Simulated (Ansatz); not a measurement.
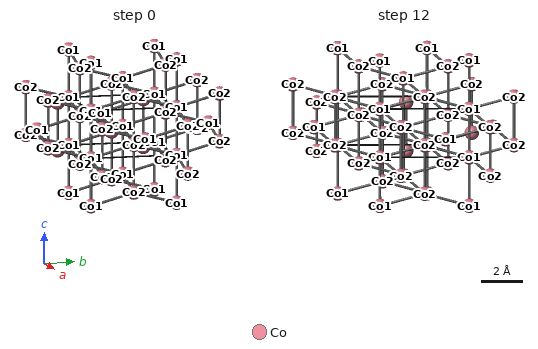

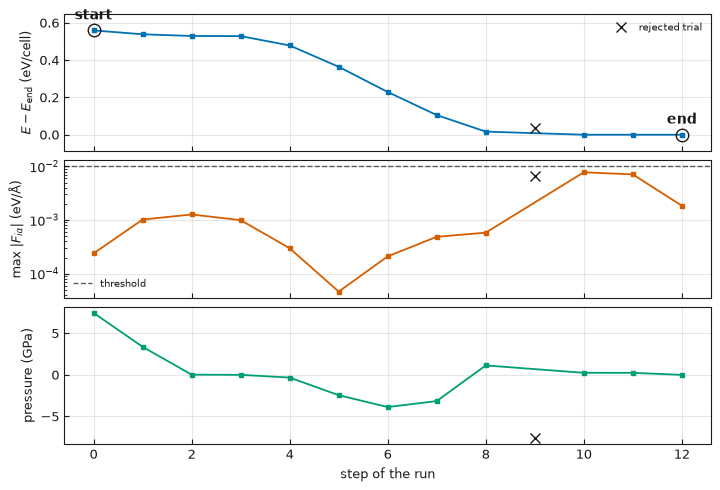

First and last geometry of a relaxation of solid Co (a generated structure, set up in I4_1/amd), with the history of the run. The picture is a ball-and-stick view of the conventional cell (2 times the calculation's cell), seen slightly off an axis. Lengths and directions refer to the drawn axes.

Phase: beta-Sn type.

Method: DFT, PBE, plane waves (420 eV) with PAW, scalar-relativistic (Ansatz 0.2.0). (plane-wave cutoff 420 eV; k-point mesh 15 × 15 × 10; occupations fermi dirac; smearing width 0.05 eV; collinear spin; cell and atoms relaxed; force threshold 0.01 eV/Å; at most 60 steps)

> What do the curves and the structures tell?

The run was cut off at its time limit before the program reported convergence, but its last step already meets the force threshold: the largest component is 0.0018 eV/Å against 0.01 eV/Å. The pressure is within 0.01 GPa of its target. The energy falls by 0.559 eV per cell of the calculation in 11 accepted moves (12 points after the start). The largest force component goes from 0.00024 to 0.0018 eV/Å. The pressure goes from 7.45 to 0.00 GPa. The line search rejected the trial step at point 9 of the run. No atom moves by more than 0.005 Å relative to the cell. The volume changes by −7.8 %, with a = b 4.400 → 4.444 Å (+1.0 %), c 2.402 → 2.438 Å (+1.5 %), α 90.0° → 90.2°, β 90.0° → 90.2°, γ 90.0° → 62.9°. Near-neighbour distances that change, for instance: Co1–Co1 2.402 → 2.438 Å, Co1–Co2 2.280 → 2.305 Å. Bond angles that change, for instance: Co2–Co1–Co2 94.0° → 119.8°, Co2–Co1–Co2 94.0° → 119.3°, Co2–Co1–Co2 94.0° → 69.3°. The space group (tolerance 0.01 Å) goes from I4_1/amd (No. 141) to C2/c (No. 15). The program noted that the starting moments weren't kept.

```json
{"step": "0", "E − E(0), meV/atom": "0.00", "largest force component, eV/Å": "0.0002", "pressure, GPa": "7.45", "volume, Å³/atom": "11.627", "note": ""}
{"step": "1", "E − E(0), meV/atom": "-10.33", "largest force component, eV/Å": "0.0010", "pressure, GPa": "3.37", "volume, Å³/atom": "11.873", "note": ""}
{"step": "2", "E − E(0), meV/atom": "-14.88", "largest force component, eV/Å": "0.0013", "pressure, GPa": "0.03", "volume, Å³/atom": "12.100", "note": ""}
{"step": "3", "E − E(0), meV/atom": "-15.28", "largest force component, eV/Å": "0.0010", "pressure, GPa": "0.01", "volume, Å³/atom": "12.101", "note": ""}
{"step": "4", "E − E(0), meV/atom": "-40.30", "largest force component, eV/Å": "0.0003", "pressure, GPa": "-0.32", "volume, Å³/atom": "12.040", "note": ""}
{"step": "5", "E − E(0), meV/atom": "-97.49", "largest force component, eV/Å": "0.0000", "pressure, GPa": "-2.44", "volume, Å³/atom": "11.940", "note": ""}
{"step": "6", "E − E(0), meV/atom": "-165.06", "largest force component, eV/Å": "0.0002", "pressure, GPa": "-3.87", "volume, Å³/atom": "11.707", "note": ""}
{"step": "7", "E − E(0), meV/atom": "-226.95", "largest force component, eV/Å": "0.0005", "pressure, GPa": "-3.15", "volume, Å³/atom": "11.336", "note": ""}
{"step": "8", "E − E(0), meV/atom": "-271.28", "largest force component, eV/Å": "0.0006", "pressure, GPa": "1.14", "volume, Å³/atom": "10.873", "note": ""}
{"step": "9", "E − E(0), meV/atom": "-261.01", "largest force component, eV/Å": "0.0066", "pressure, GPa": "-7.60", "volume, Å³/atom": "10.687", "note": "rejected"}
{"step": "10", "E − E(0), meV/atom": "-279.66", "largest force component, eV/Å": "0.0078", "pressure, GPa": "0.25", "volume, Å³/atom": "10.707", "note": ""}
{"step": "11", "E − E(0), meV/atom": "-279.66", "largest force component, eV/Å": "0.0071", "pressure, GPa": "0.25", "volume, Å³/atom": "10.707", "note": ""}
{"step": "12", "E − E(0), meV/atom": "-279.67", "largest force component, eV/Å": "0.0018", "pressure, GPa": "0.00", "volume, Å³/atom": "10.718", "note": ""}
```
